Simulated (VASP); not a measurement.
Geometry relaxation of ZnS (part 3 of 3)

The same run, continued: ZnS (P6₃mc, 4 atoms in the cell); Kohn-Sham DFT of a periodic cell, BLYP with D3(BJ), VASP PAW PBE potentials, recommended, no spin polarisation (VASP 6.6.1); cutoff 600 eV, 8×8×5 k-mesh, fermi-dirac of 0.05 eV. The structure derives from an entry of the Crystallography Open Database.

Geometry of the input (Å; fractional positions):
```
3.8110  0.0000  0.0000
-1.9055  3.3004  0.0000
0.0000  0.0000  6.2340
Zn 0.6667  0.3333  0.5000
Zn 0.3333  0.6667  0.0000
S  0.6667  0.3333  0.8850
S  0.3333  0.6667  0.3850
```

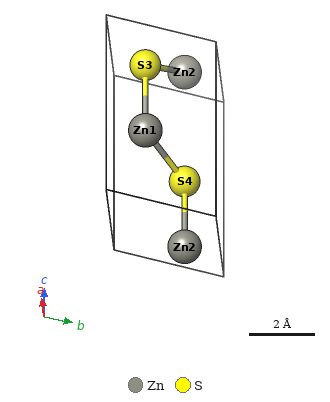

*The geometry at step 4 of the log (ball-and-stick view of the cell of the calculation, seen at an oblique angle; atoms are numbered from 1 in the order of the input).*

Parts of OUTCAR, continued:
```
 -----------------------------------------------------------------------------------
      1.90072      1.09738      3.15125         0.000000      0.000000     -0.004439
     -0.00000      2.19476      0.03496        -0.000000      0.000000     -0.004439
      1.90072      1.09738      5.48088        -0.000000     -0.000000      0.004439
     -0.00000      2.19476      2.36459         0.000000     -0.000000      0.004439
 -----------------------------------------------------------------------------------
    total drift:                               -0.000000     -0.000000      0.000481

  FREE ENERGIE OF THE ION-ELECTRON SYSTEM (eV)
  ---------------------------------------------------
  free  energy   TOTEN  =       -14.2096547747 eV

  energy  without entropy=      -14.2096547747  energy(sigma->0) =      -14.20965477

--------------------------------------- Ionic step        6  -------------------------------------------

 number of electron      36.0000004 magnetization

------------------------ aborting loop because EDIFF is reached ----------------------------------------

 Edisp (eV)   -2.70210

 E8    (eV) :    -1.8897

  FORCE on cell =-STRESS in cart. coord.  units (eV):
  Direction    XX          YY          ZZ          XY          YZ          ZX
  --------------------------------------------------------------------------------------
  -------------------------------------------------------------------------------------
  Total       0.14680     0.14680     0.39130     0.00000    -0.00000     0.00000
  in kB       3.01720     3.01720     8.04263     0.00000    -0.00000     0.00000
  external pressure =        4.69 kB  Pullay stress =        0.00 kB

 VOLUME and BASIS-vectors are now :
 -----------------------------------------------------------------------------
  energy-cutoff  :      600.00
  volume of cell :       77.95
      direct lattice vectors                 reciprocal lattice vectors
     3.799191606  0.000000000  0.000000000     0.263213890  0.151966610  0.000000000
    -1.899595803  3.290196445  0.000000000    -0.000000000  0.303933220  0.000000000
     0.000000000 -0.000000000  6.236099035     0.000000000 -0.000000000  0.160356658

 POSITION                                       TOTAL-FORCE (eV/Angst)
 -----------------------------------------------------------------------------------
      1.89960      1.09673      3.15428        -0.000000      0.000000     -0.011230
     -0.00000      2.19346      0.03623        -0.000000      0.000000     -0.011230
      1.89960      1.09673      5.48271        -0.000000     -0.000000      0.011230
     -0.00000      2.19346      2.36467         0.000000     -0.000000      0.011230
 -----------------------------------------------------------------------------------
    total drift:                               -0.000000      0.000000      0.000540

  FREE ENERGIE OF THE ION-ELECTRON SYSTEM (eV)
  ---------------------------------------------------
  free  energy   TOTEN  =       -14.2097079383 eV

  energy  without entropy=      -14.2097079382  energy(sigma->0) =      -14.20970794

--------------------------------------- Ionic step        7  -------------------------------------------

 number of electron      36.0000012 magnetization

------------------------ aborting loop because EDIFF is reached ----------------------------------------

 Edisp (eV)   -2.67414

 E8    (eV) :    -1.8699

  FORCE on cell =-STRESS in cart. coord.  units (eV):
  Direction    XX          YY          ZZ          XY          YZ          ZX
  --------------------------------------------------------------------------------------
  -------------------------------------------------------------------------------------
  Total      -0.11006    -0.11006    -0.30703     0.00000    -0.00000    -0.00000
  in kB      -2.24123    -2.24123    -6.25234     0.00000    -0.00000    -0.00000
  external pressure =       -3.58 kB  Pullay stress =        0.00 kB

 VOLUME and BASIS-vectors are now :
 -----------------------------------------------------------------------------
  energy-cutoff  :      600.00
  volume of cell :       78.68
      direct lattice vectors                 reciprocal lattice vectors
     3.802028603  0.000000000  0.000000000     0.263017485  0.151853216  0.000000000
    -1.901014301  3.292653356  0.000000000    -0.000000000  0.303706431  0.000000000
     0.000000000 -0.000000000  6.284826329     0.000000000 -0.000000000  0.159113386

 POSITION                                       TOTAL-FORCE (eV/Angst)
 -----------------------------------------------------------------------------------
      1.90101      1.09755      3.18167        -0.000000     -0.000000      0.004982
     -0.00000      2.19510      0.03925         0.000000     -0.000000      0.004982
      1.90101      1.09755      5.52282         0.000000      0.000000     -0.004982
     -0.00000      2.19510      2.38040        -0.000000      0.000000     -0.004982
 -----------------------------------------------------------------------------------
    total drift:                                0.000000      0.000000      0.000884

  FREE ENERGIE OF THE ION-ELECTRON SYSTEM (eV)
  ---------------------------------------------------
  free  energy   TOTEN  =       -14.2099299348 eV

  energy  without entropy=      -14.2099299348  energy(sigma->0) =      -14.20992993

--------------------------------------- Ionic step        8  -------------------------------------------

 number of electron      36.0000007 magnetization

 Free energy of the ion-electron system (eV)
  ---------------------------------------------------
  ext. energy  EPLUGINS =         0.00000000
  ---------------------------------------------------
  free energy    TOTEN  =       -11.52322455 eV

  energy without entropy =      -11.52322455  energy(sigma->0) =      -11.52322455

 E-fermi :   3.5644     XC(G=0):  -9.1433     alpha+bet : -8.1157

 val. band max:        2.5749270309   @ k =   0.0000   0.0000   0.0000
 cond. band min:       4.7857929169   @ k =   0.0000   0.0000   0.0000
 fundamental gap:      2.2108658860
 Fermi energy:         3.5643697283

 k-point     1 :       0.0000    0.0000    0.0000
  band No.  band energies     occupation
      1     -10.6117      2.00000
      2      -9.6914      2.00000
      3      -3.9094      2.00000
      4      -3.8878      2.00000
      5      -3.8878      2.00000
      6      -3.8042      2.00000
      7      -3.8041      2.00000
      8      -3.4560      2.00000
      9      -3.4560      2.00000
     10      -3.3815      2.00000
     11      -3.3815      2.00000
     12      -3.2226      2.00000
     13      -2.7623      2.00000
     14       1.6929      2.00000
     15       1.6929      2.00000
     16       2.4663      2.00000
     17       2.5749      2.00000
     18       2.5749      2.00000
     19       4.7858      0.00000
     20       5.7502      0.00000
     21       8.9423      0.00000
     22       8.9423      0.00000

 k-point     2 :       0.1250    0.0000    0.0000
  band No.  band energies     occupation
      1     -10.5071      2.00000
      2      -9.6328      2.00000
      3      -3.8974      2.00000
      4      -3.8834      2.00000
      5      -3.8679      2.00000
      6      -3.7915      2.00000
      7      -3.7747      2.00000
      8      -3.4695      2.00000
      9      -3.4563      2.00000
     10      -3.4273      2.00000
     11      -3.3768      2.00000
     12      -3.1870      2.00000
     13      -2.6150      2.00000
     14       0.9247      2.00000
     15       1.4570      2.00000
     16       1.7066      2.00000
     17       2.3335      2.00000
     18       2.4450      2.00000
     19       5.5518      0.00000
     20       6.4225      0.00000
     21       8.5358      0.00000
     22       9.2239      0.00000

 k-point     3 :       0.2500    0.0000    0.0000
  band No.  band energies     occupation
      1     -10.2267      2.00000
      2      -9.4964      2.00000
      3      -3.8917      2.00000
      4      -3.8435      2.00000
      5      -3.8261      2.00000
      6      -3.7318      2.00000
      7      -3.7009      2.00000
      8      -3.5017      2.00000
      9      -3.4634      2.00000
     10      -3.4446      2.00000
     11      -3.3659      2.00000
     12      -3.1372      2.00000
     13      -2.2709      2.00000
     14      -0.3730      2.00000
     15       0.3587      2.00000
     16       0.9648      2.00000
     17       1.9173      2.00000
     18       2.1279      2.00000
     19       6.4668      0.00000
     20       6.7533      0.00000
     21       8.5240      0.00000
     22       9.1804      0.00000

 k-point     4 :       0.3750    0.0000    0.0000
  band No.  band energies     occupation
      1      -9.8815      2.00000
      2      -9.3873      2.00000
      3      -3.8719      2.00000
      4      -3.7963      2.00000
      5      -3.7759      2.00000
      6      -3.6249      2.00000
      7      -3.6046      2.00000
      8      -3.5582      2.00000
      9      -3.4427      2.00000
     10      -3.4117      2.00000
     11      -3.3522      2.00000
     12      -3.0613      2.00000
     13      -2.1926      2.00000
     14      -1.1240      2.00000
     15      -0.6747      2.00000
     16       0.5355      2.00000
     17       1.2913      2.00000
     18       1.8218      2.00000
     19       6.4472      0.00000
     20       6.8082      0.00000
     21       8.0579      0.00000
     22       9.5137      0.00000

 k-point     5 :       0.5000    0.0000    0.0000
  band No.  band energies     occupation
      1      -9.6932      2.00000
      2      -9.3743      2.00000
      3      -3.8664      2.00000
      4      -3.7879      2.00000
      5      -3.6578      2.00000
      6      -3.6514      2.00000
      7      -3.5942      2.00000
      8      -3.5287      2.00000
      9      -3.3904      2.00000
     10      -3.3447      2.00000
     11      -3.2437      2.00000
     12      -3.2375      2.00000
     13      -2.2781      2.00000
     14      -1.5550      2.00000
     15      -0.6824      2.00000
     16       0.3686      2.00000
     17       0.8941      2.00000
     18       1.6991      2.00000
     19       6.3328      0.00000
     20       6.8292      0.00000
     21       7.7755      0.00000
     22       9.5380      0.00000

 [... the levels of 18 k-points are left out ...]

 k-point    24 :       0.3750    0.0000    0.4000
  band No.  band energies     occupation
      1      -9.7115      2.00000
      2      -9.5581      2.00000
      3      -3.8890      2.00000
      4      -3.8497      2.00000
      5      -3.7392      2.00000
      6      -3.6856      2.00000
      7      -3.6394      2.00000
      8      -3.6242      2.00000
      9      -3.3966      2.00000
     10      -3.3792      2.00000
     11      -3.3714      2.00000
     12      -3.2855      2.00000
     13      -1.9363      2.00000
     14      -1.5796      2.00000
     15       0.4241      2.00000
     16       0.9383      2.00000
     17       1.1905      2.00000
     18       1.3294      2.00000
     19       6.1429      0.00000
     20       6.6262      0.00000
     21       7.9918      0.00000
     22       8.4053      0.00000

 [... further k-points ...]

------------------------ aborting loop because EDIFF is reached ----------------------------------------

 Edisp (eV)   -2.68722

 E8    (eV) :    -1.8792

  FORCE on cell =-STRESS in cart. coord.  units (eV):
  Direction    XX          YY          ZZ          XY          YZ          ZX
  --------------------------------------------------------------------------------------
  -------------------------------------------------------------------------------------
  Total       0.01847     0.01847     0.03471     0.00000    -0.00000     0.00000
  in kB       0.37777     0.37777     0.70994     0.00000    -0.00000     0.00000
  external pressure =        0.49 kB  Pullay stress =        0.00 kB

 VOLUME and BASIS-vectors are now :
 -----------------------------------------------------------------------------
  energy-cutoff  :      600.00
  volume of cell :       78.34
      direct lattice vectors                 reciprocal lattice vectors
     3.800696356  0.000000000  0.000000000     0.263109680  0.151906444  0.000000000
    -1.900348178  3.291499596  0.000000000    -0.000000000  0.303812889  0.000000000
     0.000000000 -0.000000000  6.261944100     0.000000000 -0.000000000  0.159694814

 POSITION                                       TOTAL-FORCE (eV/Angst)
 -----------------------------------------------------------------------------------
      1.90035      1.09717      3.16881         0.000000      0.000000     -0.001933
     -0.00000      2.19433      0.03784        -0.000000      0.000000     -0.001933
      1.90035      1.09717      5.50398        -0.000000     -0.000000      0.001933
     -0.00000      2.19433      2.37301         0.000000     -0.000000      0.001933
 -----------------------------------------------------------------------------------
    total drift:                                0.000000      0.000000      0.001083

  FREE ENERGIE OF THE ION-ELECTRON SYSTEM (eV)
  ---------------------------------------------------
  free  energy   TOTEN  =       -14.2104494373 eV

  energy  without entropy=      -14.2104494372  energy(sigma->0) =      -14.21044944

 reached required accuracy - stopping structural energy minimisation
```

CONTCAR:
```
ZnS
   1.00000000000000
     3.8006963555182227    0.0000000000000000    0.0000000000000000
    -1.9003481777591114    3.2914995959274069    0.0000000000000000
     0.0000000000000000   -0.0000000000000000    6.2619441004620144
  Zn              S
     2     2
Direct
     0.6666666667000030    0.3333333332999970    0.5060428474405415
     0.3333333332999970    0.6666666667000030    0.0060428474405414
     0.6666666667000030    0.3333333332999970    0.8789571525594565
     0.3333333332999970    0.6666666667000030    0.3789571525594566

  0.00000000E+00  0.00000000E+00  0.00000000E+00
  0.00000000E+00  0.00000000E+00  0.00000000E+00
  0.00000000E+00  0.00000000E+00  0.00000000E+00
  0.00000000E+00  0.00000000E+00  0.00000000E+00
```

Trajectory as extended XYZ (Å, eV, eV/Å), 8 frames, from step=0 to step=7:
```
4
Lattice="3.8110 0.0000 0.0000 -1.9055 3.3004 0.0000 0.0000 0.0000 6.2340" Properties=species:S:1:pos:R:3:forces:R:3 step=0 energy=-14.18510
Zn    1.9055    1.1001    3.1170    0.0000   0.0000   0.3510
Zn    0.0000    2.2003    0.0000    0.0000   0.0000   0.3510
S     1.9055    1.1001    5.5171    0.0000   0.0000  -0.3510
S     0.0000    2.2003    2.4001    0.0000   0.0000  -0.3510
4
Lattice="3.8286 0.0000 0.0000 -1.9143 3.3156 0.0000 0.0000 -0.0000 6.1915" Properties=species:S:1:pos:R:3:forces:R:3 step=1 energy=-14.20250
Zn    1.9143    1.1052    3.1126    0.0000   0.0000   0.1078
Zn    0.0000    2.2104    0.0168    0.0000   0.0000   0.1078
S     1.9143    1.1052    5.4627    0.0000   0.0000  -0.1078
S     0.0000    2.2104    2.3669    0.0000   0.0000  -0.1078
4
Lattice="3.8303 0.0000 0.0000 -1.9152 3.3172 0.0000 0.0000 -0.0000 6.1872" Properties=species:S:1:pos:R:3:forces:R:3 step=2 energy=-14.20267
Zn    1.9152    1.1057    3.1121    0.0000   0.0000   0.0795
Zn    0.0000    2.2114    0.0185    0.0000   0.0000   0.0795
S     1.9152    1.1057    5.4571    0.0000   0.0000  -0.0795
S     0.0000    2.2114    2.3635    0.0000   0.0000  -0.0795
4
Lattice="3.8179 0.0000 0.0000 -1.9089 3.3064 0.0000 0.0000 -0.0000 6.2068" Properties=species:S:1:pos:R:3:forces:R:3 step=3 energy=-14.20710
Zn    1.9089    1.1021    3.1290    0.0000   0.0000   0.0443
Zn    0.0000    2.2042    0.0256    0.0000   0.0000   0.0443
S     1.9089    1.1021    5.4674    0.0000   0.0000  -0.0443
S     0.0000    2.2042    2.3640    0.0000   0.0000  -0.0443
4
Lattice="3.8014 0.0000 0.0000 -1.9007 3.2921 0.0000 0.0000 -0.0000 6.2326" Properties=species:S:1:pos:R:3:forces:R:3 step=4 energy=-14.20965
Zn    1.9007    1.0974    3.1512    0.0000   0.0000  -0.0044
Zn    0.0000    2.1948    0.0350    0.0000   0.0000  -0.0044
S     1.9007    1.0974    5.4809    0.0000   0.0000   0.0044
S     0.0000    2.1948    2.3646    0.0000   0.0000   0.0044
4
Lattice="3.7992 0.0000 0.0000 -1.8996 3.2902 0.0000 0.0000 -0.0000 6.2361" Properties=species:S:1:pos:R:3:forces:R:3 step=5 energy=-14.20971
Zn    1.8996    1.0967    3.1543    0.0000   0.0000  -0.0112
Zn    0.0000    2.1935    0.0362    0.0000   0.0000  -0.0112
S     1.8996    1.0967    5.4827    0.0000   0.0000   0.0112
S     0.0000    2.1935    2.3647    0.0000   0.0000   0.0112
4
Lattice="3.8020 0.0000 0.0000 -1.9010 3.2927 0.0000 0.0000 -0.0000 6.2848" Properties=species:S:1:pos:R:3:forces:R:3 step=6 energy=-14.20993
Zn    1.9010    1.0976    3.1817    0.0000   0.0000   0.0050
Zn    0.0000    2.1951    0.0393    0.0000   0.0000   0.0050
S     1.9010    1.0976    5.5228    0.0000   0.0000  -0.0050
S     0.0000    2.1951    2.3804    0.0000   0.0000  -0.0050
4
Lattice="3.8007 0.0000 0.0000 -1.9003 3.2915 0.0000 0.0000 -0.0000 6.2619" Properties=species:S:1:pos:R:3:forces:R:3 step=7 energy=-14.21045
Zn    1.9003    1.0972    3.1688    0.0000   0.0000  -0.0019
Zn    0.0000    2.1943    0.0378    0.0000   0.0000  -0.0019
S     1.9003    1.0972    5.5040    0.0000   0.0000   0.0019
S     0.0000    2.1943    2.3730    0.0000   0.0000   0.0019
```

Key numbers:

```csv
quantity,value
outcome,converged
space group (tolerance 0.01 Å),P6₃mc (186)
electrons treated,36
free energy,−14.2104 eV
dispersion energy,−2.6872 eV
Fermi energy,3.564 eV
gap on the k-point mesh,2.21 eV
pressure,0.05 GPa
final volume,78.34 Å³
largest force (length of the vector) at the end,0.002 eV/Å
final cell,"a = 3.801 Å, b = 3.801 Å, c = 6.262 Å, α = 90.00°, β = 90.00°, γ = 120.00°"
hardware,"1 thread of Intel Xeon @ 2.50GHz (Skylake/Cascade Lake), 160 GiB of memory available, shared host"
wall time,9.3 min
peak memory,0.24 GiB
```
